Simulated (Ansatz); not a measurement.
The calculation's input:

```
crystal:
  lattice:
    - [3.8668725603, 0.0, 0.0]
    - [-1.9334362801, 3.3488098704, 0.0]
    - [0.0, 0.0, 5.3869617024]
  atoms:
    - { symbol: Te, position: [0.3333333333, 0.6666666667, 0.2670611197] }
    - { symbol: Te, position: [0.6666666667, 0.3333333333, 0.7329388803] }
    - { symbol: Pt, position: [0.0, 0.0, 0.0] }
basis:
  ecutwfc: 420
kpoints:
  mp_grid: { grid: [9, 9, 7] }
hamiltonian:
  xc: pbe
  dispersion: d3bj
scf:
  occupations: { method: gaussian, width: 0.1 }
output:
  forces: true
  stress: true
  eigenvalues: true
  write_density: true
  write_potential: true
  elf: true
  volumetric_format: npy
relax:
  adjacent_minimum: "off"
  f_tol: 0.01
  max_steps: 50
  cell: { fix: [a, b, gamma], stress_tol: 0.1 }
```

Launched as:

```sh
ansatz run input.yaml --threads 4 --pin off --max-ram 10240MiB --backend cpu --events-out ev --progress --plain --runs-dir out
```

Below, planes, directions and counts refer to the conventional cell (a = 3.87 Å, b = 3.87 Å, c = 5.39 Å, α = 90.00°, β = 90.00°, γ = 120.00°).

The fields are those of the run's last geometry, not of the input's.

Space group P-3m1; computed pressure about 5 GPa in this cell.

Method: DFT PBE+D3(BJ), scalar-relativistic, plane waves, PAW in Ansatz.

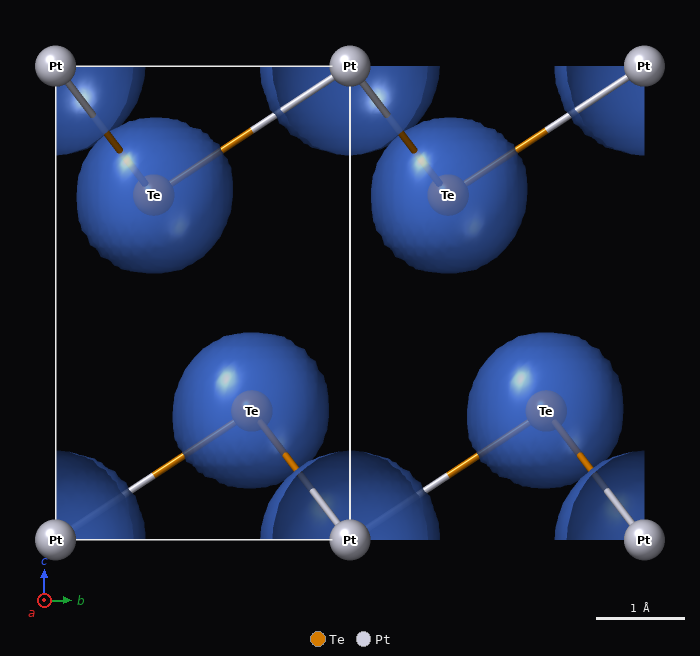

Te$_{2}$Pt. Isosurface of the valence electron density at 0.8 e/Å³ (blue), seen along the a axis. Sticks mark near contacts.

Core electrons are frozen (PAW), and the valence fields are smoothed inside the atomic spheres.

How is the density connected at this value?

Answer. At this value the density breaks into separate islands; it holds about 70 % of the electrons treated as valence (semicore included). It bridges none of the near contacts. It is pinched off along the sampled Te–Pt (2.67 Å) contacts. On the grid the lowest density along these lines, outside the cores, is 0.5 e/Å³ (Te–Pt, 2.67 Å).

Metal or insulator at this level of theory?

Answer. It is gapless in this calculation (a metal or semimetal); semilocal functionals without U, or without the true magnetic order, often close the gap of such compounds.
